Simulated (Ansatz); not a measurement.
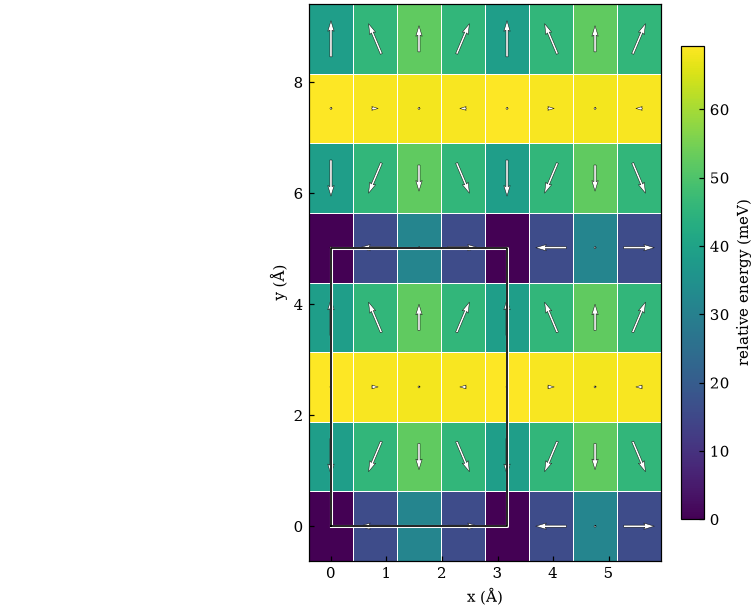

Energy landscape of N₂ on a Hf(100) slab cut from the P6_3/mmc phase, its upper half relaxed before the scan (8 atoms of substrate and one adsorbate in a 2 × 1 cell). N2 is moved over the surface cell at a fixed height above a rigid substrate; the origin of the map has the adsorbate above Hf7; the height is held at 3.60 Å. Places are given modulo a cell vector. The map is drawn in real space over the plane of the surface. Grid: 4 × 4 points; 9 points were computed and 7 follow by symmetry. Places are given in fractions of the 1 × 1 surface cell. Energies: meV, counted from the lowest grid point. At a fixed height the lowest place need not be the adsorption site. Computed with Ansatz, DFT PBE+D3(BJ), scalar-relativistic, plane waves, PAW. Settings: cutoff 420 eV, k-mesh 4×6×1, gaussian smearing 0.1 eV, no spin polarisation.

The picture shows one coloured cell a grid point, arrows along the force (downhill), their lengths compressed, the outline of one cell of the 2 × 2 shown. 

Q: What does the map say about the system?

A: The lowest grid point is at the top site over a surface Hf atom, (0/4, 0/4) of the cell vectors. The highest grid point, the trough between two rows of top atoms, (0/4, 2/4) of the cell vectors, lies 69 meV above the lowest.

The input of one point:

```yaml
crystal:
  lattice:
    - [6.3423521406, 0.0, 0.0]
    - [0.0, 5.0167614026, 0.0]
    - [0.0, 0.0, 22.166520141]
  atoms:
    - { symbol: Hf, position: [0.0, 0.75, 0.1804523206] }
    - { symbol: Hf, position: [0.5, 0.75, 0.1804523206] }
    - { symbol: Hf, position: [0.25, 0.25, 0.2217506242] }
    - { symbol: Hf, position: [0.75, 0.25, 0.2217506242] }
    - { symbol: Hf, position: [0.25, 0.75, 0.2964821324] }
    - { symbol: Hf, position: [0.75, 0.75, 0.2964821324] }
    - { symbol: Hf, position: [0.0, 0.25, 0.3368377216] }
    - { symbol: Hf, position: [0.5, 0.25, 0.3368377216] }
    - { symbol: "N", position: [0.0, 0.25, 0.4992448102] }
    - { symbol: "N", position: [0.0, 0.25, 0.5488691984] }
basis:
  ecutwfc: 420
kpoints:
  mp_grid: { grid: [4, 6, 1] }
hamiltonian:
  xc: pbe
  dispersion: d3bj
scf:
  occupations: { method: gaussian, width: 0.1 }
output:
  forces: true
  eigenvalues: true
efield:
  axis: 3
  dipole_correction: true
  ramp_width: 0.04
```

Each point was launched as `ansatz run input.yaml --threads 4 --pin off --max-ram 12288MiB --backend cpu --events-out ev --progress --plain --runs-dir out`. Time for the 9 points that were run: 8.9 min on 4 threads of Arm Neoverse N1 (shared host).
